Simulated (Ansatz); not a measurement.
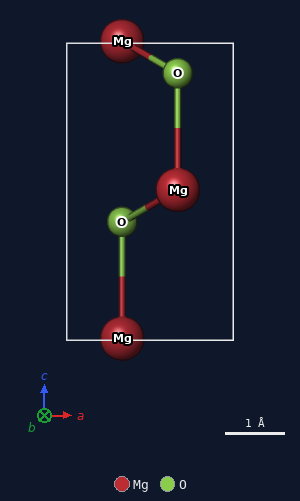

Lattice vibrations of a crystal of MgO, at the zone centre. Style: ball-and-stick. Shown: the cell of the calculation, along the b axis.

These are results of DFT PBE, scalar-relativistic, plane waves, PAW in Ansatz 0.2.0, not measurements.

Input file:
```yaml
crystal:
  lattice:
    - [3.3150359637, 0.0, 0.0]
    - [-1.6575179818, 2.870905359, 0.0]
    - [0.0, 0.0, 5.1200048931]
  atoms:
    - { symbol: Mg, position: [0.3333333333, 0.6666666667, 0.0063082363] }
    - { symbol: Mg, position: [0.6666666667, 0.3333333333, 0.5063082363] }
    - { symbol: O, position: [0.3333333333, 0.6666666667, 0.3982917537] }
    - { symbol: O, position: [0.6666666667, 0.3333333333, 0.8982917537] }
basis:
  ecutwfc: 420
kpoints:
  mp_grid: { grid: [12, 12, 6] }
hamiltonian:
  xc: pbe
scf:
  occupations: { method: fixed }
output:
  eigenvalues: true
phonons:
  method: dfpt
  dielectric: true
  rigid_motions: translations
  eigenvectors: true
  qmesh: [3, 3, 1]
  temperatures: { t_max: 1000, t_step: 100 }
  qpath:
    path:
      - [[0.0, 0.0, 0.0], [0.5, 0.0, 0.0], [0.33333333, 0.33333333, 0.0], [0.0, 0.0, 0.0], [0.0, 0.0, 0.5], [0.5, 0.0, 0.5], [0.33333333, 0.33333333, 0.5], [0.0, 0.0, 0.5]]
      - [[0.5, 0.0, 0.5], [0.5, 0.0, 0.0]]
      - [[0.33333333, 0.33333333, 0.5], [0.33333333, 0.33333333, 0.0]]
    npoints: 8
```

Command:
```bash
ansatz run input.yaml --threads 1 --pin off --max-ram 2560MiB --backend cpu --events-out ev --progress --plain --runs-dir out
```

Frequencies are those without the non-analytic (LO–TO) term.

> Give the spectrum at this point.

The calculation's cell holds 4 atoms, so there are 9 optical modes, in 6 levels. The optical modes span 2E₂ + 2B₁ + A₁ + E₁. No level is unstable.

| level | symmetry | frequency (cm⁻¹) | activity |
| --- | --- | --- | --- |
| 1 | E₂ | 186 | Raman-active |
| 2 | B₁ | 429 | silent |
| 3 | A₁ | 431 | infrared- and Raman-active |
| 4 | E₂ | 497 | Raman-active |
| 5 | E₁ | 501 | infrared- and Raman-active |
| 6 | B₁ | 517 | silent |

The modes drawn as arrows (one member of each degenerate set):

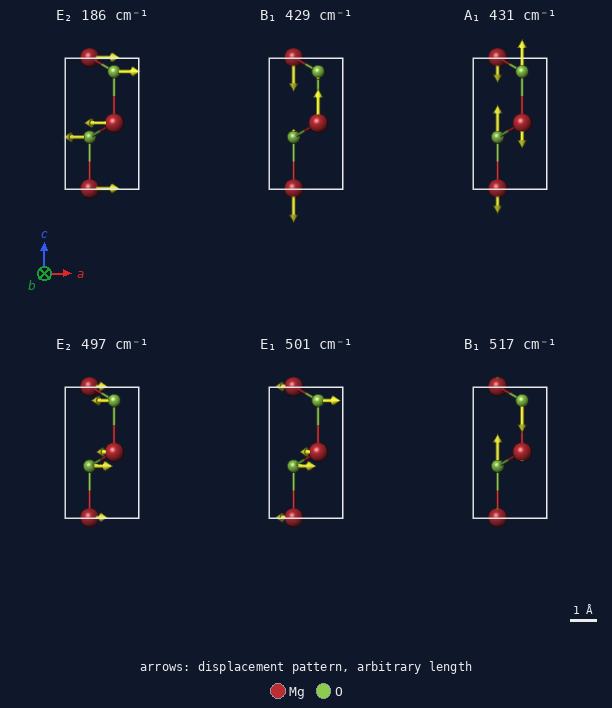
